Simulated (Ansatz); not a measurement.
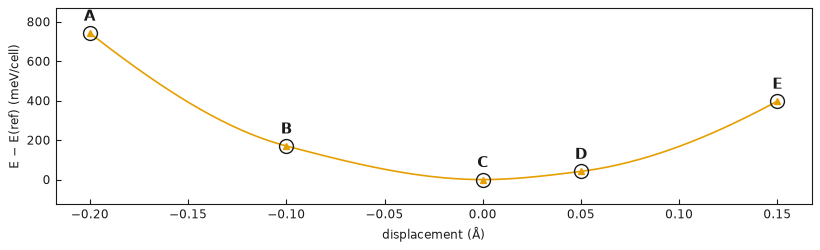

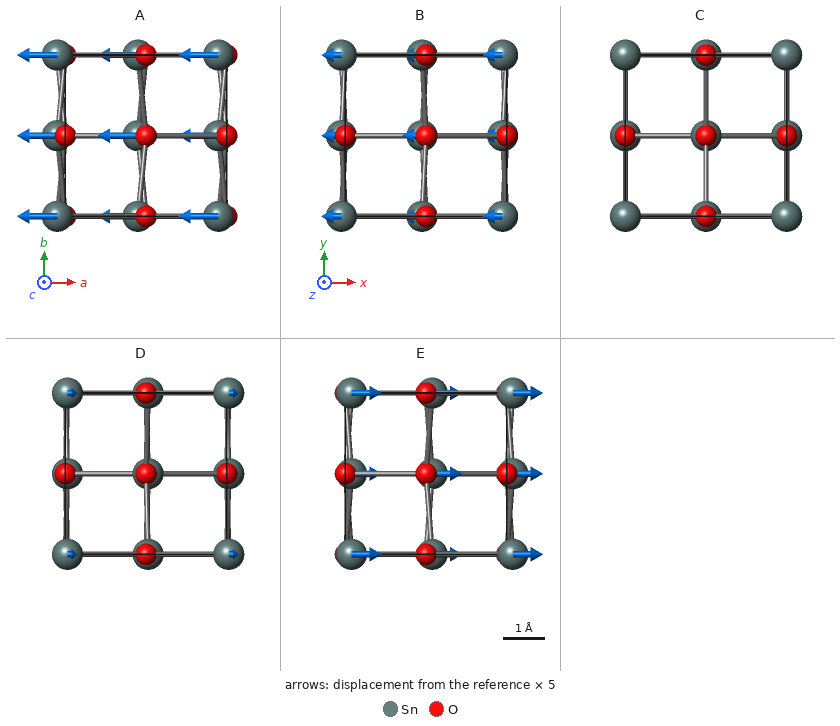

Crystalline SnO2 (I4_1/amd): the whole Sn sublattice is shifted rigidly, along Cartesian [1 0 0], all else fixed. The lettered frames are marked on the plot. Style: ball-and-stick. Shown: the conventional cell (2 times the calculation's cell), along the c axis. Blue arrows: displacements from the reference. Lengths and directions refer to the drawn axes.

Level of theory: Ansatz, DFT LDA, scalar-relativistic, plane waves, PAW. Set-up: plane-wave cutoff 420 eV; k-point mesh 10 × 10 × 10; occupations gaussian; smearing width 0.05 eV; no spin polarisation. Energies (free energies at the smearing named) are counted from the relaxed crystal.

Read off the main features of the energy profile.

The lowest computed point lies at the displacement 0.00 Å (0 meV/cell). The end points stand at 743 meV/cell (−0.20 Å) and 398 meV/cell (0.15 Å). The curvature at zero is about 36 eV/Å² per cell. At the highest point the shortest interatomic distance is 1.85 Å, against 2.04 Å in the reference. The distortion takes the space group from I4_1/amd to Ima2.
